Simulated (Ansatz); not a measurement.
**Geometry relaxation, with input and output: CoO (part 1 of 2)**

The run: geometry relaxation of CoO (2 atoms in the cell). Method and program: DFT PBE, scalar-relativistic, plane waves, PAW, spin-polarised (Ansatz 0.2.0).

The structure derives from a Materials Project entry. Figures and captions count atoms from 1; the log counts them from 0 in places.

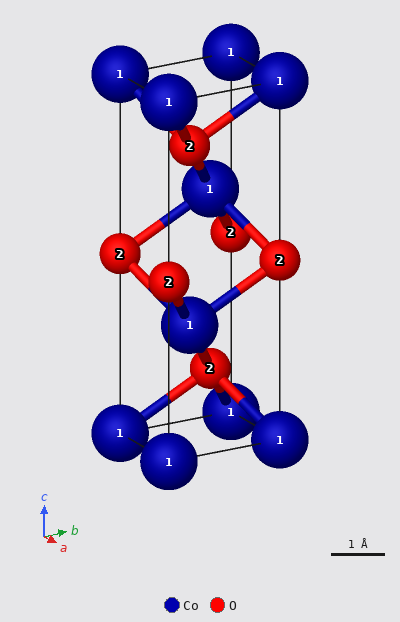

*The input geometry (ball-and-stick view of the cell 3 times as large as that of the calculation, set on its symmetry axes, seen slightly off an axis; atoms are numbered from 1 in the order of the input).*

Near neighbours in the crystal (not all of them lie inside the picture): Co has 6 O at 2.14 Å; O has 6 Co at 2.14 Å.

### Summary

- outcome: converged
- space group (tolerance 0.01 Å): R-3m (166)
- electrons treated: 23
- free energy: −5692.1100 eV
- Fermi energy: 13.592 eV
- gap on the k-point mesh: none (metallic)
- net moment of the cell: 2.95 μB
- integrated absolute moment: 2.97 μB
- pressure: −4.41 GPa
- final volume: 19.58 Å³
- largest force (length of the vector) at the end: under 0.001 eV/Å
- final cell: a = 2.952 Å, b = 2.952 Å, c = 2.952 Å, α = 63.45°, β = 63.45°, γ = 63.45°
- hardware: 1 thread of Arm Neoverse V2, 24 GiB of memory available, shared host
- wall time: 2.6 min
- peak memory: 0.62 GiB

### Input file
```yaml
crystal:
  lattice:
    - [1.5606442339, 0.9010383685, 2.321253901]
    - [-1.5606442339, 0.9010383685, 2.321253901]
    - [0.0, -1.802076737, 2.321253901]
  atoms:
    - { symbol: Co, position: [0.0, 0.0, 0.0], spin: 2.7 }
    - { symbol: O, position: [0.5, 0.5, 0.5], spin: 0.34 }
basis:
  ecutwfc: 420
kpoints:
  mp_grid: { grid: [18, 18, 18] }
hamiltonian:
  xc: pbe
scf:
  occupations: { method: gaussian, width: 0.1 }
output:
  forces: true
  stress: true
  eigenvalues: true
  populations: true
  write_density: true
  write_potential: true
  elf: true
  volumetric_format: npy
magnetization:
  spin_polarized: true
relax:
  adjacent_minimum: "off"
  f_tol: 0.01
  max_steps: 30
  cell: { stress_tol: 0.1, fix: [volume] }
```

Launch command:
```bash
ansatz run input.yaml --threads 1 --pin off --max-ram 2560MiB --backend cpu --events-out ev --progress --plain --runs-dir out
```

### Output
```
Engine: ansatz 0.2.0, aarch64-unknown-linux-gnu
Pseudopotentials: kind: paw
Pseudopotential: Co, paw, valence charge 17, recommended cutoff 420 eV (normal), Co.paw.azcp
Pseudopotential: O, paw, valence charge 6, recommended cutoff 420 eV (normal), O.paw.azcp
Functional definition: PBE
  parameter kappa = 0.804
  parameter beta = 0.06672455060314922
  exchange = pbe_x(kappa = kappa, mu = beta*pi^2/3)
  correlation = pbe_c(beta = beta)
Crystal: 2 atoms, lattice volume = 19.585 Å³
Basis set: ecut = 420 eV, 379 PW (Γ), exchange–correlation on 40×40×40 points (8 copies of the dense FFT grid, shifted against one another)
Bands: 18, of which v1, the nominal top of the filled ones, is band 12 counted from 1 (11 counted from 0)
Symmetry: 12 space group operations
Space group: R-3m (ITA 166), of the structure as read, at distance tolerance 2.7e-5 Å
Magnetic group: BNS 166.97 (UNI 1327), of the structure as read, at distance tolerance 2.7e-5 Å
k-points: 580 of 5832
Non-local potential: Co, projectors of the file, l = 0: 3, l = 1: 2, l = 2: 3, l = 3: 1
Non-local potential: O, projectors of the file, l = 0: 2, l = 1: 2, l = 2: 1
PAW form: soft (Blöchl's): semilocal exchange-correlation on the pseudo side does not see the compensation charge
PAW one-centre angular grid: Co, 590 points (default); XC on 64 Gauss nodes
PAW one-centre angular grid: O, 110 points (default); XC on 64 Gauss nodes
Initial density: superposition of atomic densities (chi_scale 0.1, normalization cell, long waves kept (reshape's long-wave potential 0.00 eV rms))
Starting moments: Σ|m| = 3.04 μB on 2 of 2 sites
Initial wavefunctions: pseudopotential atomic-orbital guess
Functional: x = pbe(κ = 0.804, μ = 0.2195149727645171), c = pbe(β = 0.06672455060314922)
SCF iter   1: F=—  HF=-5691.104133 eV  |F-HF|=—  |Δ(HF+E_count)|=         —  Δρ=1.21e-1 (↑9.58e-2 ↓1.21e-1)  dr2=6.94e0  dr2_m=8.94e-2  M=2.622 μB ∫|m|=2.623 μB  β_m=0.30  ethr=3.10e-3  ⟨swp⟩=5.5  Hψ=87520  notcnv=0
Mixer restart at iter 1: flushing history
preconditioner: auto → none  [metal: Δε(μ)=0.000 eV  Ē_g=14.929 eV  σ=0.100 eV  W_gap=0.00  n_scr=8 (ndim 8)  ℏωp=32.5 eV  f_vac=0.000  D(μ)=3.90/eV (n_scr^D=64)  sad-step TF]
SCF iter   2: F=—  HF=-5690.997731 eV  |F-HF|=—  |Δ(HF+E_count)|=   1.06e-1  Δρ=5.37e-2 (↑3.84e-2 ↓5.37e-2)  dr2=1.43e0  dr2_m=4.18e-2  M=2.683 μB ∫|m|=2.687 μB  β_m=0.39  ethr=3.10e-3  ⟨swp⟩=3.0  Hψ=51132  notcnv=0  defer=1339
SCF iter   3: F=—  HF=-5691.422284 eV  |F-HF|=—  |Δ(HF+E_count)|=   4.25e-1  Δρ=2.70e-2 (↑1.75e-2 ↓2.70e-2)  dr2=8.91e-2  dr2_m=2.70e-2  M=2.763 μB ∫|m|=2.770 μB  β_m=0.54  ethr=3.10e-3  ⟨swp⟩=2.2  Hψ=36153  notcnv=0  defer=1335
SCF iter   4: F=—  HF=-5691.935565 eV  |F-HF|=—  |Δ(HF+E_count)|=         —  Δρ=3.24e-2 (↑1.04e-2 ↓3.24e-2)  dr2=8.81e-2  dr2_m=6.37e-2  M=2.907 μB ∫|m|=2.918 μB  β_m=0.54  ethr=3.87e-4  ⟨swp⟩=2.0  Hψ=45038  notcnv=0  defer=1351
Mixer restart at iter 4: flushing history
SCF iter   5: F=—  HF=-5692.075098 eV  |F-HF|=—  |Δ(HF+E_count)|=   1.40e-1  Δρ=1.46e-2 (↑1.46e-2 ↓6.68e-3)  dr2=3.50e-2  dr2_m=8.36e-3  M=2.868 μB ∫|m|=2.881 μB  β_m=0.53  ethr=3.83e-4  ⟨swp⟩=2.7  Hψ=40672  notcnv=0  defer=1351
SCF iter   6: F=—  HF=-5692.086925 eV  |F-HF|=—  |Δ(HF+E_count)|=   1.18e-2  Δρ=1.96e-2 (↑5.78e-3 ↓1.96e-2)  dr2=4.40e-2  dr2_m=2.24e-2  M=2.944 μB ∫|m|=2.959 μB  β_m=0.26  ethr=1.52e-4  ⟨swp⟩=2.0  Hψ=49639  notcnv=0  defer=1364
SCF iter   7: F=—  HF=-5692.104972 eV  |F-HF|=—  |Δ(HF+E_count)|=   1.80e-2  Δρ=4.80e-3 (↑4.80e-3 ↓4.33e-3)  dr2=6.34e-4  dr2_m=3.38e-3  M=2.927 μB ∫|m|=2.943 μB  β_m=0.51  ethr=1.52e-4  ⟨swp⟩=2.4  Hψ=35792  notcnv=0  defer=1364
SCF iter   8: F=—  HF=-5692.109112 eV  |F-HF|=—  |Δ(HF+E_count)|=   4.14e-3  Δρ=9.01e-4 (↑9.01e-4 ↓7.69e-4)  dr2=5.81e-5  dr2_m=6.68e-5  M=2.945 μB ∫|m|=2.962 μB  β_m=0.58  ethr=2.76e-6  ⟨swp⟩=2.0  Hψ=42991  notcnv=0  defer=1359
SCF iter   9: F=—  HF=-5692.109245 eV  |F-HF|=—  |Δ(HF+E_count)|=   1.33e-4  Δρ=4.04e-4 (↑1.99e-4 ↓4.04e-4)  dr2=1.03e-5  dr2_m=1.00e-5  M=2.945 μB ∫|m|=2.962 μB  β_m=0.79  ethr=2.53e-7  ⟨swp⟩=2.0  Hψ=34396  notcnv=0  defer=1359
SCF iter  10: F=—  HF=-5692.109341 eV  |F-HF|=—  |Δ(HF+E_count)|=   9.54e-5  Δρ=2.20e-4 (↑7.32e-5 ↓2.20e-4)  dr2=1.75e-6  dr2_m=2.85e-6  M=2.946 μB ∫|m|=2.963 μB  β_m=0.89  ethr=4.50e-8  ⟨swp⟩=2.2  Hψ=31620  notcnv=0  defer=1359
SCF iter  11: F=—  HF=-5692.109347 eV  |F-HF|=—  |Δ(HF+E_count)|=   6.84e-6  Δρ=9.89e-5 (↑4.25e-5 ↓9.89e-5)  dr2=1.64e-6  dr2_m=5.01e-7  M=2.946 μB ∫|m|=2.964 μB  β_m=0.93  ethr=7.60e-9  ⟨swp⟩=2.0  Hψ=34411  notcnv=0  defer=1359
SCF iter  12: F=—  HF=-5692.109348 eV  |F-HF|=—  |Δ(HF+E_count)|=   7.50e-7  Δρ=1.88e-5 (↑9.00e-6 ↓1.88e-5)  dr2=1.69e-8  dr2_m=2.72e-8  M=2.946 μB ∫|m|=2.964 μB  β_m=0.96  ethr=7.15e-9  ⟨swp⟩=2.0  Hψ=29503  notcnv=0  defer=1359
SCF iter  13: F=-5692.109348 eV  HF=-5692.109348 eV  |F-HF|=3.71e-9  |Δ(HF+E_count)|=   1.07e-8  Δρ=5.99e-6 (↑1.73e-6 ↓5.99e-6)  dr2=4.75e-9  dr2_m=1.21e-9  M=2.946 μB ∫|m|=2.964 μB  ethr=7.34e-11  ⟨swp⟩=10.2  Hψ=127771  notcnv=0
SCF 1 converged in 13 iterations: F = -5692.109348 eV  dr2 = 4.75e-9
  greatest PAW one-centre occupation: 1.004 electrons in one spin orbital (limit 2), on the Co atom at site 0 (counted from 0), in its partial waves of l = 1
relax step   1: F+E_penalty+E_count = -5692.10934821 eV  Δ(F+E_penalty+E_count) = +0.000e0 eV  max|allowed force component| = 8.152e-30 eV/Å  Δτ_max = 0.0000 Å  P = -4.744 GPa  Ω = 19.585 Å³  fix = [volume]  reactions: volume -4.744 GPa  (13 SCF iters, dr2 threshold 1.00e-7 eV, accepted)
Initial density: handed on by an earlier stage of this run
Starting moments: Σ|m| = 3.04 μB on 2 of 2 sites; this step starts from the density that it was given
Initial wavefunctions: those handed on with the density
iter 1 solved again at ethr=4.35e-8 eV; its pass at ethr=3.10e-3 eV (dr2=1.00e-5 eV) is discarded
SCF iter   1: F=—  HF=-5692.109688 eV  |F-HF|=—  |Δ(HF+E_count)|=         —  Δρ=4.19e-4 (↑3.67e-4 ↓4.19e-4)  dr2=2.37e-5  dr2_m=1.22e-5  M=2.948 μB ∫|m|=2.966 μB  β_m=0.65  ethr=4.35e-8  ⟨swp⟩=3.1  Hψ=128162  notcnv=0
eigensolver tolerance schedule calibrated: the retry pair's looser diagonalisation under-reported the residual by θ = 0.58 (0.12/decade); ethr = c·dr2/N_el runs at the constant in force after the calibration composes with the one it found (an armed cap, an earlier calibration), c = 7.0e-2
preconditioner: auto → none  [metal: Δε(μ)=0.001 eV  Ē_g=15.275 eV  σ=0.100 eV  W_gap=0.01  n_scr=0 (ndim 8)  ℏωp=32.5 eV  f_vac=0.000  D(μ)=3.24/eV (n_scr^D=58)]
SCF iter   2: F=—  HF=-5692.109711 eV  |F-HF|=—  |Δ(HF+E_count)|=   2.32e-5  Δρ=2.11e-4 (↑9.66e-5 ↓2.11e-4)  dr2=4.85e-6  dr2_m=1.87e-6  M=2.948 μB ∫|m|=2.966 μB  β_m=0.56  ethr=4.35e-8  ⟨swp⟩=2.0  Hψ=34417  notcnv=0
SCF iter   3: F=—  HF=-5692.109714 eV  |F-HF|=—  |Δ(HF+E_count)|=   2.67e-6  Δρ=1.18e-4 (↑1.18e-4 ↓7.91e-5)  dr2=2.50e-6  dr2_m=5.62e-7  M=2.949 μB ∫|m|=2.966 μB  β_m=0.53  ethr=1.48e-8  ⟨swp⟩=2.0  Hψ=34551  notcnv=0
SCF iter   4: F=—  HF=-5692.109714 eV  |F-HF|=—  |Δ(HF+E_count)|=   2.07e-7  Δρ=1.94e-5 (↑1.74e-5 ↓1.94e-5)  dr2=2.49e-8  dr2_m=5.10e-8  M=2.949 μB ∫|m|=2.966 μB  β_m=0.59  ethr=7.64e-9  ⟨swp⟩=2.2  Hψ=34292  notcnv=0
SCF iter   5: F=-5692.109714 eV  HF=-5692.109714 eV  |F-HF|=6.34e-9  |Δ(HF+E_count)|=   2.72e-8  Δρ=1.21e-5 (↑3.27e-6 ↓1.21e-5)  dr2=1.43e-8  dr2_m=7.38e-9  M=2.949 μB ∫|m|=2.966 μB  ethr=7.61e-11  ⟨swp⟩=4.9  Hψ=103646  notcnv=0
SCF 2 converged in 5 iterations: F = -5692.109714 eV  dr2 = 1.43e-8
relax step   2: F+E_penalty+E_count = -5692.10971379 eV  Δ(F+E_penalty+E_count) = -3.656e-4 eV  max|allowed force component| = 7.889e-31 eV/Å  Δτ_max = 0.0000 Å  P = -4.623 GPa  Ω = 19.585 Å³  energy of the carried Pulay correction = -2.317e-6 eV  fix = [volume]  reactions: volume -4.623 GPa  (5 SCF iters, dr2 threshold 2.00e-7 eV, accepted)
iter 1 solved again at ethr=8.37e-8 eV; its pass at ethr=3.10e-3 eV (dr2=1.92e-5 eV) is discarded
SCF iter   1: F=—  HF=-5692.109865 eV  |F-HF|=—  |Δ(HF+E_count)|=         —  Δρ=5.94e-4 (↑5.16e-4 ↓5.94e-4)  dr2=4.67e-5  dr2_m=2.45e-5  M=2.951 μB ∫|m|=2.969 μB  β_m=0.65  ethr=8.37e-8  ⟨swp⟩=3.0  Hψ=130434  notcnv=0
eigensolver tolerance schedule calibrated: the retry pair's looser diagonalisation under-reported the residual by θ = 0.59 (0.13/decade); ethr = c·dr2/N_el runs at the constant in force after the calibration composes with the one it found (an armed cap, an earlier calibration), c = 6.0e-2
preconditioner: auto → none  [metal: Δε(μ)=0.001 eV  Ē_g=15.274 eV  σ=0.100 eV  W_gap=0.00  n_scr=0 (ndim 8)  ℏωp=32.5 eV  f_vac=0.000  D(μ)=3.30/eV (n_scr^D=58)]
SCF iter   2: F=—  HF=-5692.109912 eV  |F-HF|=—  |Δ(HF+E_count)|=   4.76e-5  Δρ=2.98e-4 (↑1.39e-4 ↓2.98e-4)  dr2=9.47e-6  dr2_m=3.87e-6  M=2.952 μB ∫|m|=2.969 μB  β_m=0.57  ethr=8.37e-8  ⟨swp⟩=2.0  Hψ=34425  notcnv=0
SCF iter   3: F=—  HF=-5692.109918 eV  |F-HF|=—  |Δ(HF+E_count)|=   6.11e-6  Δρ=1.68e-4 (↑1.68e-4 ↓1.13e-4)  dr2=5.37e-6  dr2_m=1.06e-6  M=2.952 μB ∫|m|=2.969 μB  β_m=0.53  ethr=2.49e-8  ⟨swp⟩=2.0  Hψ=34651  notcnv=0
SCF iter   4: F=—  HF=-5692.109918 eV  |F-HF|=—  |Δ(HF+E_count)|=   1.42e-7  Δρ=3.06e-5 (↑2.42e-5 ↓3.06e-5)  dr2=4.87e-8  dr2_m=1.11e-7  M=2.952 μB ∫|m|=2.969 μB  β_m=0.62  ethr=1.41e-8  ⟨swp⟩=2.0  Hψ=34419  notcnv=0
SCF iter   5: F=-5692.109918 eV  HF=-5692.109919 eV  |F-HF|=1.92e-8  |Δ(HF+E_count)|=   6.29e-8  Δρ=2.08e-5 (↑6.25e-6 ↓2.08e-5)  dr2=4.37e-8  dr2_m=2.17e-8  M=2.952 μB ∫|m|=2.969 μB  ethr=1.28e-10  ⟨swp⟩=5.0  Hψ=109412  notcnv=0
SCF 3 converged in 5 iterations: F = -5692.109918 eV  dr2 = 4.37e-8
relax step   3: F+E_penalty+E_count = -5692.10991849 eV  Δ(F+E_penalty+E_count) = -2.047e-4 eV  max|allowed force component| = 1.052e-30 eV/Å  Δτ_max = 0.0000 Å  P = -4.459 GPa  Ω = 19.585 Å³  energy of the carried Pulay correction = -5.658e-6 eV  fix = [volume]  reactions: volume -4.459 GPa  (5 SCF iters, dr2 threshold 2.00e-7 eV, accepted)
Initial wavefunctions: pseudopotential atomic-orbital guess (no wavefunctions were taken with the density)
iter 1 solved again at ethr=6.00e-9 eV; its pass at ethr=3.10e-3 eV (dr2=1.38e-6 eV) is discarded
SCF iter   1: F=—  HF=-5692.109992 eV  |F-HF|=—  |Δ(HF+E_count)|=         —  Δρ=4.12e-5 (↑4.12e-5 ↓3.51e-5)  dr2=1.18e-7  dr2_m=1.37e-8  M=2.952 μB ∫|m|=2.969 μB  β_m=0.65  ethr=6.00e-9  ⟨swp⟩=4.0  Hψ=152828  notcnv=0
preconditioner: auto → none  [metal: Δε(μ)=0.000 eV  Ē_g=15.275 eV  σ=0.100 eV  W_gap=0.00  n_scr=0 (ndim 8)  ℏωp=32.5 eV  f_vac=0.000  D(μ)=3.30/eV (n_scr^D=58)]
SCF iter   2: F=—  HF=-5692.109993 eV  |F-HF|=—  |Δ(HF+E_count)|=   3.81e-7  Δρ=1.53e-5 (↑1.50e-5 ↓1.53e-5)  dr2=1.90e-8  dr2_m=4.19e-9  M=2.952 μB ∫|m|=2.969 μB  β_m=0.65  ethr=5.12e-10  ⟨swp⟩=2.0  Hψ=26759  notcnv=0
SCF iter   3: F=—  HF=-5692.109993 eV  |F-HF|=—  |Δ(HF+E_count)|=   7.53e-8  Δρ=5.66e-6 (↑5.48e-6 ↓5.66e-6)  dr2=5.31e-9  dr2_m=2.09e-9  M=2.952 μB ∫|m|=2.969 μB  β_m=0.66  ethr=8.25e-11  ⟨swp⟩=2.0  Hψ=30957  notcnv=0
SCF iter   4: F=—  HF=-5692.109993 eV  |F-HF|=—  |Δ(HF+E_count)|=  1.09e-11  Δρ=5.50e-6 (↑1.26e-6 ↓5.50e-6)  dr2=2.73e-9  dr2_m=1.28e-9  M=2.952 μB ∫|m|=2.969 μB  β_m=0.83  ethr=2.31e-11  ⟨swp⟩=2.0  Hψ=34485  notcnv=0
SCF iter   5: F=—  HF=-5692.109993 eV  |F-HF|=—  |Δ(HF+E_count)|=   3.11e-9  Δρ=2.23e-6 (↑7.63e-7 ↓2.23e-6)  dr2=3.56e-10  dr2_m=2.20e-10  M=2.952 μB ∫|m|=2.969 μB  β_m=0.80  ethr=1.19e-11  ⟨swp⟩=2.5  Hψ=33543  notcnv=0
SCF iter   6: F=—  HF=-5692.109993 eV  |F-HF|=—  |Δ(HF+E_count)|=  7.28e-10  Δρ=7.31e-7 (↑5.35e-7 ↓7.31e-7)  dr2=6.99e-11  dr2_m=2.70e-11  M=2.952 μB ∫|m|=2.969 μB  β_m=0.73  ethr=1.55e-12  ⟨swp⟩=2.0  Hψ=34378  notcnv=0
SCF iter   7: F=—  HF=-5692.109993 eV  |F-HF|=—  |Δ(HF+E_count)|=  4.37e-11  Δρ=2.86e-7 (↑1.15e-7 ↓2.86e-7)  dr2=5.34e-12  dr2_m=6.46e-12  M=2.952 μB ∫|m|=2.969 μB  β_m=0.86  ethr=1.00e-12  ⟨swp⟩=2.7  Hψ=33164  notcnv=0
SCF iter   8: F=-5692.109993 eV  HF=-5692.109993 eV  |F-HF|=7.28e-12  |Δ(HF+E_count)|=  1.73e-11  Δρ=2.96e-7 (↑1.09e-7 ↓2.96e-7)  dr2=9.74e-12  dr2_m=6.03e-12  M=2.952 μB ∫|m|=2.969 μB  ethr=1.00e-12  ⟨swp⟩=3.7  Hψ=77524  notcnv=0
SCF 4 converged in 8 iterations: F = -5692.109993 eV  dr2 = 9.74e-12
relax step   4: F+E_penalty+E_count = -5692.10999263 eV  Δ(F+E_penalty+E_count) = -7.414e-5 eV  max|allowed force component| = 1.052e-30 eV/Å  Δτ_max = 0.0000 Å  P = -4.454 GPa  Ω = 19.585 Å³  fix = [volume]  reactions: volume -4.454 GPa  stress off target by 1.12e-1 GPa on what of the cell is left free  SCF on the basis re-selected at this cell (its energy is not comparable with the rows above)  (8 SCF iters)
basis re-selected at this cell: Δ(F+E_penalty+E_count) = -7.414e-5 eV, ΔP = +0.006 GPa vs the last step (what re-selecting the basis moved, of the pressure what is left beyond the Pulay correction that the steps carried, after the strain that the cell walked since its last selection, with what the two solves' SCF thresholds leave and, on support functions, any second-order correction that the steps lacked; it is no measure of the basis error at this ecutwfc). This SCF's stress stands 1.12e-1 GPa from its target on what of the cell is left free (relax.cell.stress_tol is 1.00e-1 GPa) and its largest allowed force component is 1.05e-30 eV/Å (relax.f_tol is 1.00e-2 eV/Å): not within both, so this SCF does not close the relaxation
iter 1 solved again at ethr=6.96e-9 eV; its pass at ethr=3.10e-3 eV (dr2=1.60e-6 eV) is discarded
```
